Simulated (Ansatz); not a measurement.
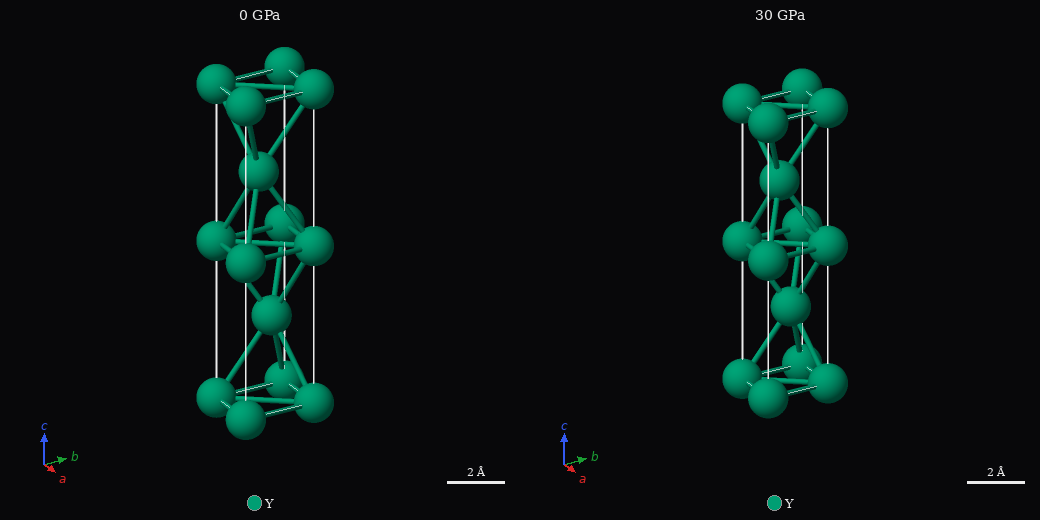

Y, double hexagonal close-packed (α-La type), space group P6₃/mmc (No. 194), relaxed (cell and atoms) under a series of hydrostatic pressures; the conventional cell is drawn at the lowest and the highest, to one scale (sticks follow a distance rule). The start was a structure listed in the Materials Project.

Alike in all runs: Ansatz 0.2.0; functional PBEsol; potentials Ansatz PAW; cutoff 420 eV; k mesh 8 × 8 × 3 on the run's cell of 4 atoms; occupations fermi-dirac, width 0.05 eV; no spin polarisation; no spin-orbit coupling.

| pressure (GPa) | volume (Å³/atom) | a (Å) | c (Å) |
| --- | --- | --- | --- |
| 0.0 | 30.834 | 3.534 | 11.402 |
| 2.0 | 29.500 | 3.482 | 11.240 |
| 5.0 | ? | ? | ? |
| 10.0 | 25.775 | 3.328 | 10.748 |
| 20.0 | 22.856 | 3.197 | 10.326 |
| 30.0 | 20.802 | 3.098 | 10.008 |

### What equation of state do the given rows imply, and what volume does it predict for the missing row?

The fit gives V0 = 30.84 Å³/atom, B0 = 42 GPa and B0′ = 3.2, which puts the volume at 5.0 GPa at 27.87 Å³/atom. The run gave volume 27.865 Å³/atom; a 3.416 Å; c 11.028 Å.

### Which axis yields most up to 30 GPa?

The axes shrink nearly alike: a −12.3 %, c −12.2 %, against −32.5 % in volume.

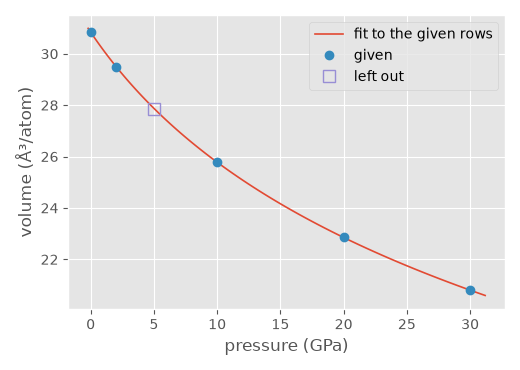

Volume against pressure, with the fit. The structure was kept in its own symmetry, so a change to another phase within this range wouldn't be seen.

Caveat: the plane-wave basis is chosen anew once the cell has moved, so the energies of steps on either side of that aren't comparable.
